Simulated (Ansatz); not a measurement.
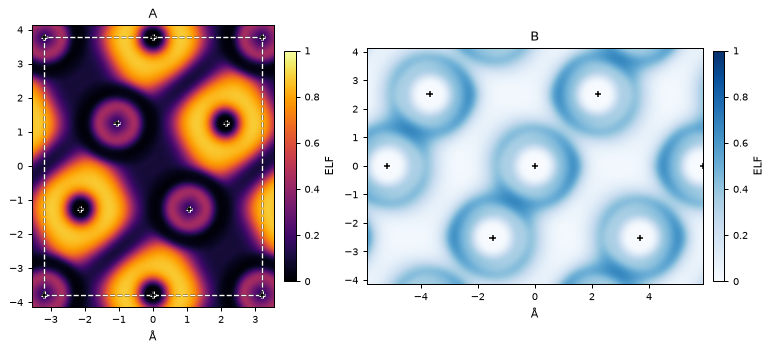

The electron localisation function of 2 systems, each on a plane through atoms (crosses mark nuclei in the plane).

Theory: DFT PBE, scalar-relativistic, plane waves, PAW in Ansatz 0.2.0.

System 1: MgS, the (110) plane of the conventional cell. Space group R-3m.

System 2: Sb, the (110) plane of the conventional cell. Space group R-3m; changed on purpose from its base cell (strain +0.015 along x and y, -0.015 along z, atoms carried along).

```
Sb
1.0
     4.36572    0.00000    0.00000
    -2.18286    3.78082    0.00000
     0.00000    0.00000   11.06352
Sb
6
Direct
  0.00000 0.00000 0.23364
  0.66667 0.33333 0.56697
  0.33333 0.66667 0.90031
  0.66667 0.33333 0.09969
  0.33333 0.66667 0.43303
  0.00000 0.00000 0.76636
```

Q: Which map belongs to which system?

A: Panel A is system 1, MgS: the plane holds Mg and S. Mg–S (2.74 Å): the ELF peaks at about 0.85 in the valence shell of S, 0.9 Å from its nucleus, and falls to about 0.05 next to Mg (a closed-shell, largely ionic contact). Panel B is system 2, Sb: the plane holds Sb. Sb–Sb (2.92 Å): the ELF peaks at about 0.65 between the atoms.
